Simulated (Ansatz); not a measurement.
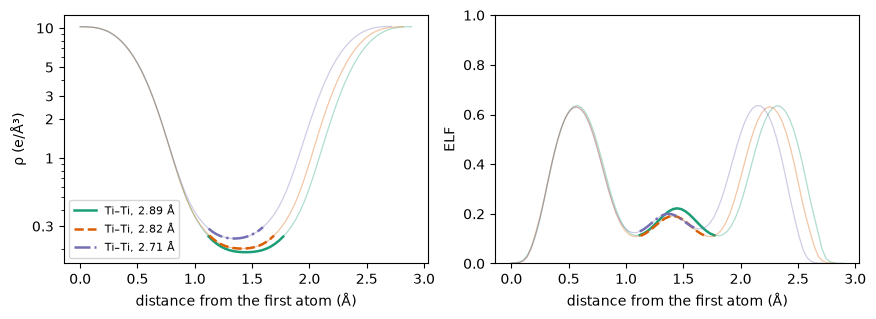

Figure 1: Ti (slab). Valence electron density and ELF along straight lines between neighbouring atoms. Thin, pale parts lie inside the atomic spheres.

Computed without spin polarisation.

All numbers below come from DFT PBEsol, scalar-relativistic, plane waves, PAW (Ansatz).

In a PAW calculation such maps are meaningful between the atoms, not at the nuclei.

```cif
data_structure
_symmetry_space_group_name_H-M 'P 1'
_symmetry_Int_Tables_number 1
_cell_length_a 2.9004
_cell_length_b 2.9004
_cell_length_c 26.4775
_cell_angle_alpha 90.000
_cell_angle_beta 90.000
_cell_angle_gamma 120.000
_cell_volume 192.90
loop_
_atom_site_label
_atom_site_type_symbol
_atom_site_fract_x
_atom_site_fract_y
_atom_site_fract_z
_atom_site_occupancy
Ti1 Ti 0.66667 0.33333 0.28741 1
Ti2 Ti 0.33333 0.66667 0.36812 1
Ti3 Ti 0.66667 0.33333 0.45717 1
Ti4 Ti 0.33333 0.66667 0.54283 1
Ti5 Ti 0.66667 0.33333 0.63188 1
Ti6 Ti 0.33333 0.66667 0.71259 1
```

**What can be read from the curves?**

Ti–Ti (2.89 Å): ρ is about 0.19 e/Å³ halfway; the ELF is about 0.20 at the midpoint: no shared electron pair shows on this line.
Ti–Ti (2.82 Å): ρ is about 0.2 e/Å³ halfway; the ELF is about 0.20 at the midpoint: no shared electron pair shows on this line.
Ti–Ti (2.71 Å): ρ is about 0.24 e/Å³ halfway; the ELF is about 0.20 at the midpoint; no shared electron pair shows on this line.
